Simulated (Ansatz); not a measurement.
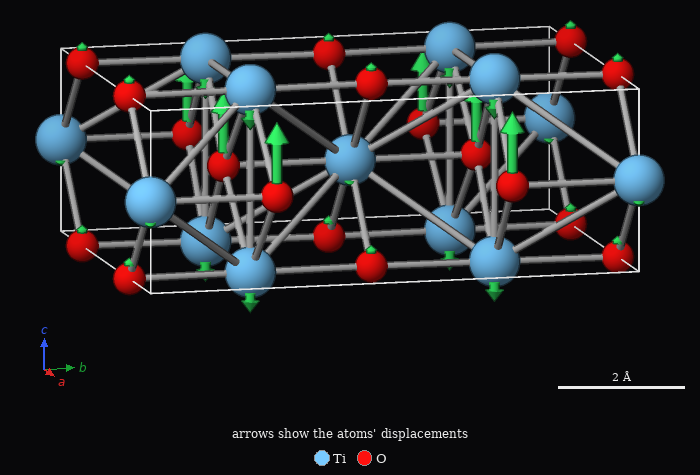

One vibrational mode of a crystal of Ti$_{3}$O$_{4}$ at the zone centre. Displacements are drawn as green arrows; their common scale and sign are arbitrary. The picture is a ball-and-stick view of the conventional cell (2 times the calculation's cell), seen from a free direction. Lengths and directions refer to the drawn axes.

The calculation used DFT PBEsol, scalar-relativistic, plane waves, PAW in Ansatz.

The input:
```yaml
crystal:
  lattice:
    - [2.9128162305, -4.0303540204, 0.0]
    - [2.9128162305, 4.0303540204, 0.0]
    - [0.0, 0.0, 2.9690273776]
  atoms:
    - { symbol: Ti, position: [0.0, 0.0, 0.5] }
    - { symbol: Ti, position: [0.5, 0.0, 0.0] }
    - { symbol: Ti, position: [0.0, 0.5, 0.0] }
    - { symbol: O, position: [0.7627833108, 0.7627833108, 0.0] }
    - { symbol: O, position: [0.2588765552, 0.7411234448, 0.5] }
    - { symbol: O, position: [0.2372166892, 0.2372166892, 0.0] }
    - { symbol: O, position: [0.7411234448, 0.2588765552, 0.5] }
basis:
  ecutwfc: 420
kpoints:
  mp_grid: { grid: [8, 8, 14] }
hamiltonian:
  xc: pbesol
scf:
  occupations: { method: gaussian, width: 0.15 }
output:
  eigenvalues: true
phonons:
  method: fd
  supercell: [1, 1, 1]
  amplitude: 0.02
  eigenvectors: true
  dielectric: false
```

Launched with:
```bash
ansatz run input.yaml --threads 2 --pin off --max-ram 5120MiB --backend cpu --events-out ev --progress --plain --runs-dir out
```

What mode is this, and where does it lie in the spectrum?

This is the B₁u mode at 472 cm⁻¹, optical level 12 of 17, counted from below (1 lower level is imaginary, so the structure is unstable), infrared-active by symmetry. The O (4j) and O (4g) sublattices move against the Ti (4e) and Ti (2d) sublattices, along c; the kinetic energy is shared as O 75 %, Ti 25 %. The crystal is a metal, so free carriers screen the infrared response.
